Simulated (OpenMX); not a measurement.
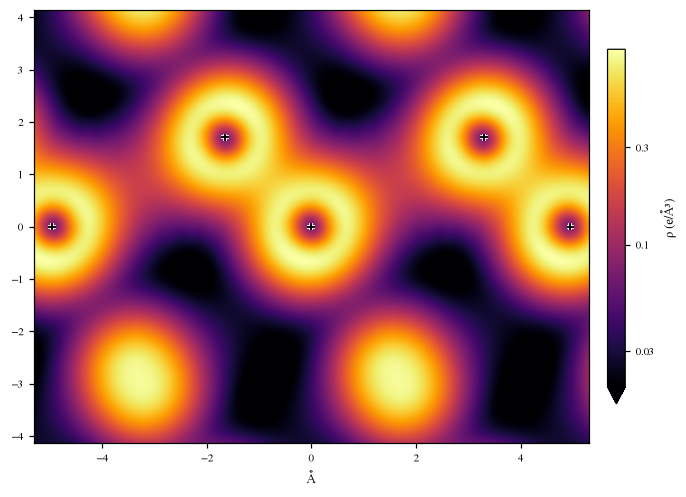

The valence electron density on a plane through atoms (crosses mark nuclei in the plane).

Theory: Kohn-Sham DFT of a periodic cell, PBE, OpenMX 2013 PBE set (OpenMX).

Candidates:
A. Se, a = 4.37 Å, b = 4.37 Å, c = 4.95 Å, α = 90.00°, β = 90.00°, γ = 120.00°. Space group P3₁21; not relaxed (largest force 1.1 eV/Å); computed pressure about 4 GPa in this cell.
B. HfN, a = 4.51 Å, b = 4.51 Å, c = 4.51 Å, α = 90.00°, β = 90.00°, γ = 90.00°. Space group Fm-3m; computed pressure about 5 GPa in this cell.
C. Sb, a = 3.35 Å, b = 3.35 Å, c = 5.47 Å, α = 90.00°, β = 90.00°, γ = 120.00°. Space group P-1; a structure from a database of computed crystals, not necessarily the ambient phase; changed on purpose from its base cell (atoms moved at random by about 0.05 A); computed pressure about 3 GPa in this cell.

### Which candidate gave the map?

Candidate A: Se on the (110) plane of the conventional cell, which holds Se. Se–Se (2.37 Å): ρ is about 0.59 e/Å³ halfway.
